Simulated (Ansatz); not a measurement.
# Energy of O along an even scaling of the cell

System: O (Fmmm, 2 atoms in the cell).
Method: Kohn-Sham DFT of a periodic cell, PBE, all-electron LAPW, scalar-relativistic, no spin polarisation (Ansatz 0.2.0).

The 7 runs differ only in the geometry, by an even scaling of the cell at fixed fractional positions. The structure derives from a Materials Project entry.

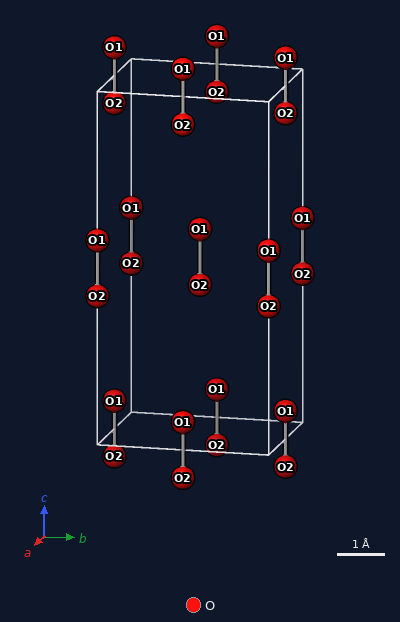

Figure 1. The structure of run 4 (ball-and-stick view of the cell 4 times as large as that of the calculation, set on its symmetry axes, seen slightly off an axis; atoms are numbered from 1 in the order of the input).

## Input of run 4
```yaml
crystal:
  lattice:
    - [0.0, 1.889885, 3.898837]
    - [1.501773, 0.0, 3.898837]
    - [1.501773, 1.889885, 0.0]
  atoms:
    - { symbol: O, position: [0.578902, 0.578902, 0.421098] }
    - { symbol: O, position: [0.421098, 0.421098, 0.578902] }
kpoints:
  mp_grid: { grid: [12, 12, 12] }
scf:
  occupations: { method: fermi_dirac, width: 0.05 }
hamiltonian:
  xc: pbe
  pseudopotentials: { kind: all_electron, lapw: { basis_error: 0.0005 } }
output:
  forces: true
  stress: true
  eigenvalues: true
```

Command:
```bash
ansatz run input.yaml --threads 1 --pin off --max-ram 3072MiB --backend cpu --events-out ev --progress --plain --runs-dir out
```

Lattice vectors (Å) and fractional positions of run 4:
```
   0.000000    1.889885    3.898837
   1.501773    0.000000    3.898837
   1.501773    1.889885    0.000000
O   0.578902  0.578902  0.421098
O   0.421098  0.421098  0.578902
```

Run 6 differs from it as follows:
```diff
-    - [0.0, 1.889885, 3.898837]
-    - [1.501773, 0.0, 3.898837]
-    - [1.501773, 1.889885, 0.0]
+    - [0.0, 1.9147547599, 3.9501433705]
+    - [1.5215354374, 0.0, 3.9501433705]
+    - [1.5215354374, 1.9147547599, 0.0]
```

## Results, with one run withheld

| run | volume per atom (Å³) | free energy per atom, from the lowest run given (meV) | pressure (GPa) |
| --- | --- | --- | --- |
| 1 | 10.402 | 7.28 | 5.34 |
| 2 | 10.623 | 1.84 | 2.59 |
| 3 | 10.844 | 0.00 | 0.11 |
| 4 | 11.066 | 1.41 | −2.11 |
| 5 | 11.287 | 5.72 | −4.11 |
| 6 | 11.508 | ? | ? |
| 7 | 11.730 | 21.94 | −7.51 |

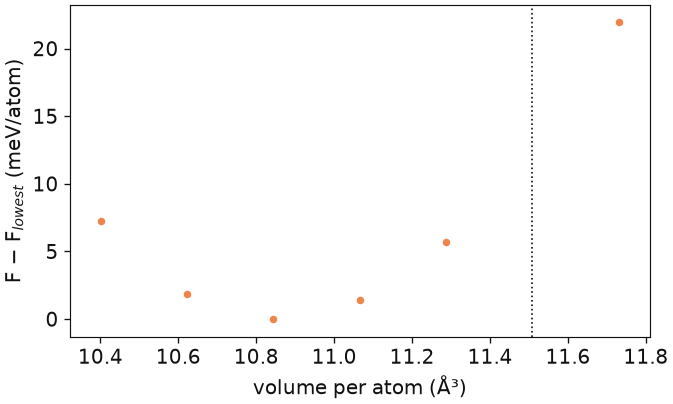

Figure 2. Free energy per atom of the runs given; the dotted line marks run 6.

What should run 6 give?

A cubic polynomial in V^(−2/3) (the Birch–Murnaghan form), fitted to the 6 runs given, misses them by under 0.01 meV per atom. With x = V^(−2/3) − 0.20245 Å⁻², it reads F = 0.48312 − 637.67 x + 2.0886e+05 x² + 1.5532e+05 x³ (meV per atom). At run 6 it gives 12.64 meV per atom, and the run itself gives 12.66. The slope of the fit gives a pressure −dF/dV of −5.89 GPa there, and the run prints −5.90 GPa. The fit has its minimum at 10.855 Å³ per atom, where V d²F/dV² gives 114 GPa. Cell shape and fractional positions are held, so this is the stiffness under even scaling; the relaxed bulk modulus wasn't computed and can be far lower in a crystal of layers, chains or molecules like this one.

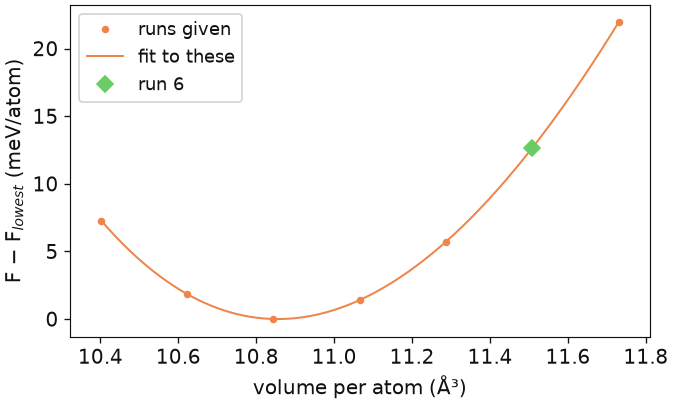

Figure 3. The fit and the withheld run.

## Output, shortened to warnings, some set-up lines, iterations and results (run 6)
```
Basis set: ecut = 907.8908302037552 eV, 1425 PW (Γ), FFT grids on a1−a2, a2, a3, exchange–correlation at level 2
Symmetry: 8 space group operations
k-points: 280 of 1728
Initial density: superposition of atomic densities (chi_scale 0.1, normalization cell)
[...]
SCF iter   1: F=—  HF=-4091.801557 eV  |F-HF|=—  |Δ(HF+E_count)|=         —  Δρ=5.57e-2  dr2=4.04e-1  ethr=2.60e-3  ⟨swp⟩=2.0  Hψ=23503  notcnv=0
SCF iter   2: F=—  HF=-4091.621961 eV  |F-HF|=—  |Δ(HF+E_count)|=   1.80e-1  Δρ=2.77e-2  dr2=8.41e-2  ethr=2.53e-3  ⟨swp⟩=3.0  Hψ=11201  notcnv=0
SCF iter   3: F=—  HF=-4091.593790 eV  |F-HF|=—  |Δ(HF+E_count)|=   2.82e-2  Δρ=4.45e-3  dr2=1.99e-3  ethr=1.25e-5  ⟨swp⟩=2.0  Hψ=17589  notcnv=0
SCF iter   4: F=—  HF=-4091.594199 eV  |F-HF|=—  |Δ(HF+E_count)|=         —  Δρ=6.81e-4  dr2=4.62e-5  ethr=1.25e-5  ⟨swp⟩=3.0  Hψ=9329  notcnv=0
SCF iter   5: F=—  HF=-4091.594222 eV  |F-HF|=—  |Δ(HF+E_count)|=   2.34e-5  Δρ=8.43e-5  dr2=5.50e-7  ethr=2.89e-7  ⟨swp⟩=3.0  Hψ=8821  notcnv=0
SCF iter   6: F=-4091.594223 eV  HF=-4091.594223 eV  |F-HF|=2.04e-9  |Δ(HF+E_count)|=   5.52e-7  Δρ=1.17e-5  dr2=1.75e-8  ethr=3.44e-9  ⟨swp⟩=3.0  Hψ=8365  notcnv=0
SCF 1 converged in 6 iterations: F = -4091.594223 eV  dr2 = 1.75e-8
SCF converged after 6 iterations
Free energy (F): -4091.594223 eV
Harris-Foulkes:  -4091.594223 eV  (|F-HF|=2.04e-9)
Internal energy: -4091.585189 eV  (E = F + TS)
E sigma→0 (E₀):  -4091.589706 eV
Entropy (-TS):   -0.009034 eV (-4.517 meV/atom)
Fermi energy:    2.182540 eV
--- Per-component energies (eV) ---
  E_band       = -2120.777276
  E_kinetic    = 4082.687053
  E_xc         = -458.334966
  E_electrostatic = -7715.937276  (all electrons and nuclei)
  E_smearing   = -0.009034  (= −TS)
  E_closure    = 0.000000  (closes the sum)
  E_atoms      = -4081.807007  (free atoms, spherical and without spin; not in F)
  Σ components = -4091.594223   (vs F -4091.594223, Δ=0.00e0)
  Basis errors (estimates in eV, not in F): energy 3.1e-4 per atom: plane waves 2.9e-4 (1.8e-4 summed), levels above the bands 3.2e-142, relativity 1.9e-8, radial functions 1.8e-5, core shells 0.0e0; eigenvalues (radial functions only) 5.0e-7; not estimated: angular momenta, meshes, grids; target …
--- Forces (eV/Å), atoms counted from 1 ---
  atom   1  O      0.00000000    -0.00000000    -2.14929440
  atom   2  O      0.00000000     0.00000000     2.14929440
  max |Σ_I F_I| component: 0.00e0 eV/Å
--- Stress (GPa, compression-positive) ---
        1.044248      -0.000000       0.000000
       -0.000000      -1.953826      -0.000000
        0.000000      -0.000000     -16.795188
  P = ⅓ Tr σ = -5.9016 GPa (-59.016 kbar)
```
